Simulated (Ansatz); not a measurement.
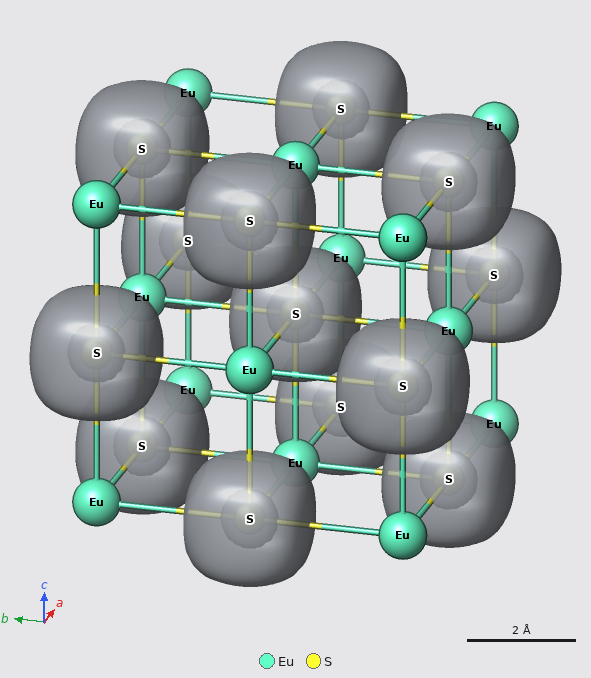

The picture shows: EuS. Isosurface of the electron localisation function at 0.7 (grey), seen at an oblique angle. Only the valence region is drawn (cores and ρ < 0.01 e/Å³ removed). Sticks mark near contacts.

Space group Fm-3m; Hubbard U of 11 eV on Eu f only; spin-polarised.

Computed with Ansatz, DFT PBE+U, scalar-relativistic, plane waves, PAW.

Question: Identify the bonds, lone pairs and shells in this picture.

Answer: At this value the surface marks out four regions wrapped around S (the valence shell of each), counted in one cell of 8 atoms. Regions shared between cells count once. Profiles from the grid: Eu–S (2.98 Å): the ELF peaks at about 0.85 in the valence shell of S, 0.9 Å from its nucleus, and drops to about 0.10 between the two atoms; no localised pair shows between them.

Question: Which magnetic arrangement did the calculation end in?

Answer: Parallel moments (a ferromagnetic arrangement) in this solution; site moments Eu: +6.9 μB (×4) in one cell of 8 atoms, with smaller moments on S (up to −0.07 μB).
